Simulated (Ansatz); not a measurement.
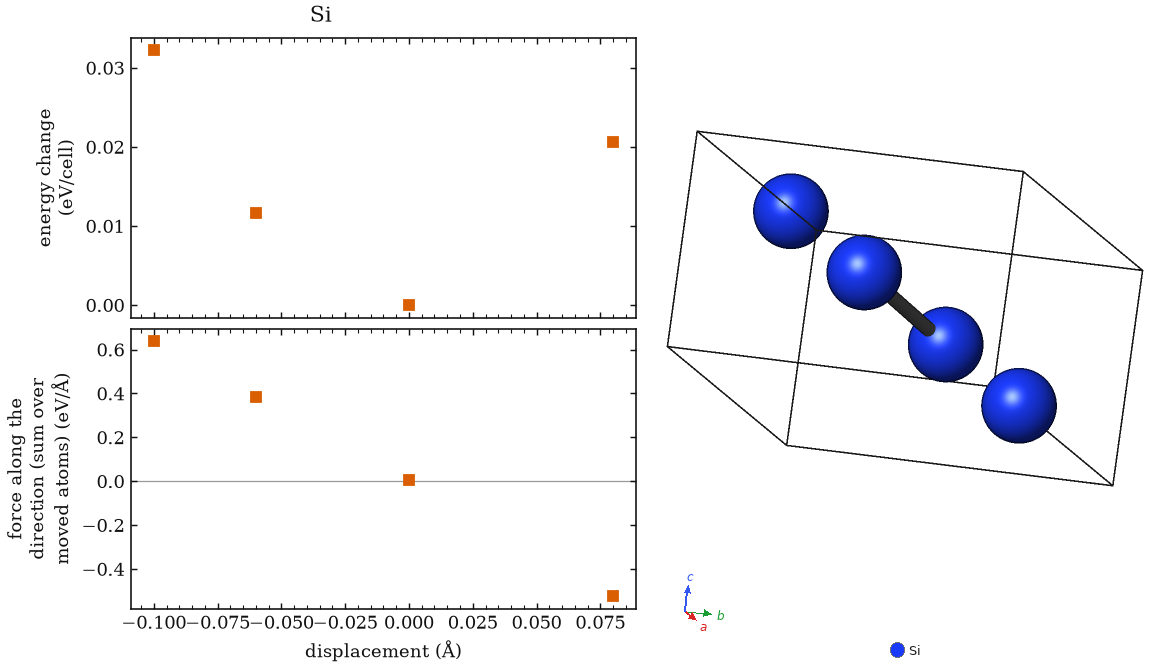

The plot gives the computed energy change and force along the direction (sum over moved atoms) against displacement for Si, space group Fmmm (No. 69). The cell is drawn beside the plot.

Starting cell:
```yaml
crystal:
  lattice:
    - [0.00000, 2.64735, 4.58859]
    - [2.43201, 0.00000, 4.58859]
    - [2.43201, 2.64735, 0.00000]
  atoms:
    - { symbol: Si, position: [0.72972, 0.27028, 0.72972] }
    - { symbol: Si, position: [0.27028, 0.72972, 0.27028] }
    - { symbol: Si, position: [0.77443, 0.77443, 0.22557] }
    - { symbol: Si, position: [0.22557, 0.22557, 0.77443] }
```

Calculation (Ansatz 0.2.0): one atom of a crystal moved along a line, all else fixed, by plane-wave density functional theory with PAW datasets, free energies less that of the undisturbed cell; scalar-relativistic. Level: LDA, no spin polarisation.

```
       setting                                         value
   wave cutoff                                        420 eV
        k mesh                                      14×14×14
   occupations                                      Gaussian
smearing width                                       0.15 eV
       k shift                        (0, 0, 0) (mesh steps)
         start                                       relaxed
    moved atom                                             1
     direction  (0.7071, -0.7071, 0) (Cartesian unit vector)
```

The point at displacement 0.04 Å is left out of the plot. What does the calculation give there?

```tsv
displacement (Å)	energy change (eV/cell)	force along the direction (sum over moved atoms) (eV/Å)
0.04	0.0050	-0.26
```
